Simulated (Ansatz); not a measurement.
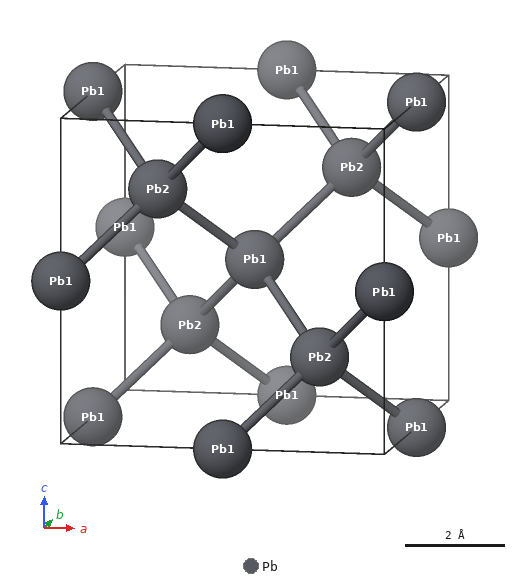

This is a symmetric starting cell of Pb (made from another compound by putting Pb in place of Sn). A ball-and-stick model of the conventional cell (4 times the calculation's cell), seen slightly off an axis. Lengths and directions refer to the drawn axes.

Method: Ansatz, DFT PBE, scalar-relativistic, plane waves, PAW. Set-up: plane-wave cutoff 420 eV; k-point mesh 10 × 10 × 10; occupations gaussian; smearing width 0.1 eV; no spin polarisation.

Change: All lengths are scaled by +2.7 % (volume +8.4 %), the atoms keeping their fractional coordinates. No relaxation follows. The starting cell wasn't computed here and needn't be at equilibrium, so pressure and forces aren't due to the change alone.

### Predict the response.

Among the bonded contacts that change: Pb–Pb 2.896 → 2.975 Å. The space group stays Fd-3m (No. 227). The pressure is 2.5 GPa (not all of it need come from the change, since the unchanged cell can be under pressure at this level too). All forces vanish by symmetry.

Drawn alike, the variant:

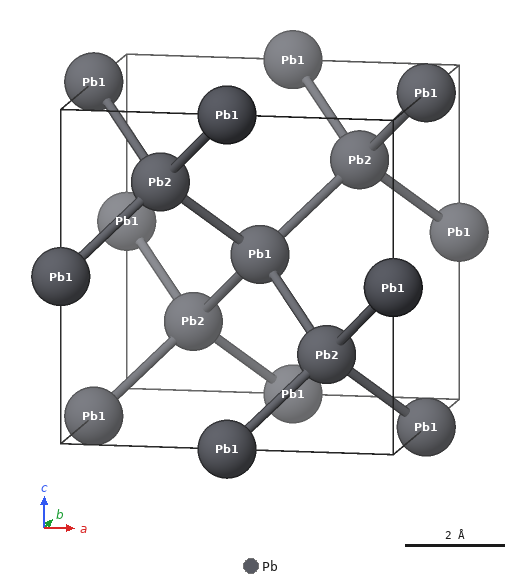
